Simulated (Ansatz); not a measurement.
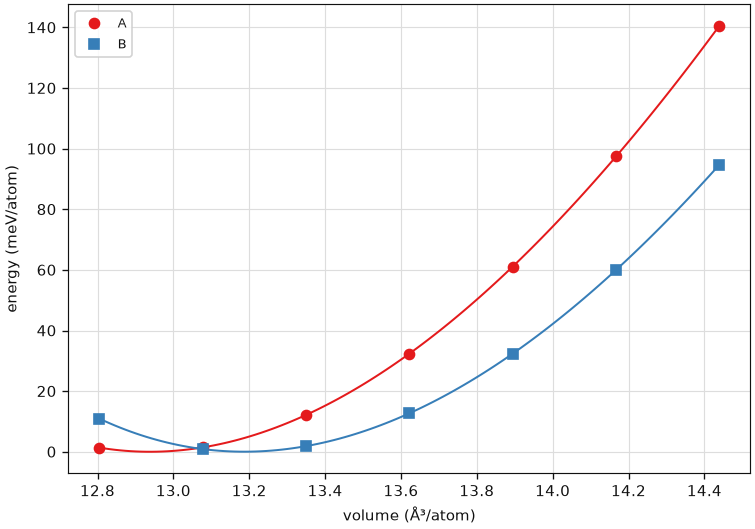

The figure compares two calculations of the energy against volume, each curve from its own zero. The first is for Ta₂N, space group P-3m1 (No. 164).

The cell holds 3 atoms.

Computed with Ansatz 0.2.0: all-electron LAPW DFT, no spin polarisation; energies at scaled volumes of the given cell, shape and fractions fixed, counted from the fit's minimum, third-order Birch-Murnaghan fit. Level: PBEsol.

- k mesh: 10×10×6
- occupations: Fermi–Dirac
- smearing width: 0.05 eV
- potentials: all electron LAPW, scalar relativistic
- program settings: basis error eV/atom 0.002

In the second, the level changes from PBEsol to LDA.

Question: Which of A and B is the second calculation, and what did the change do?

Answer: A. The equilibrium volume falls from 13.19 to 12.94 Å³/atom (−1.9 %) and the bulk modulus rises from 300 to 314 GPa (+4.7 %).

For both, limits of the calculation: shape and atomic fractions are frozen while scaling, which makes layered, chain and framework solids too stiff.

V0 and the bulk modulus come from third-order Birch–Murnaghan fits.
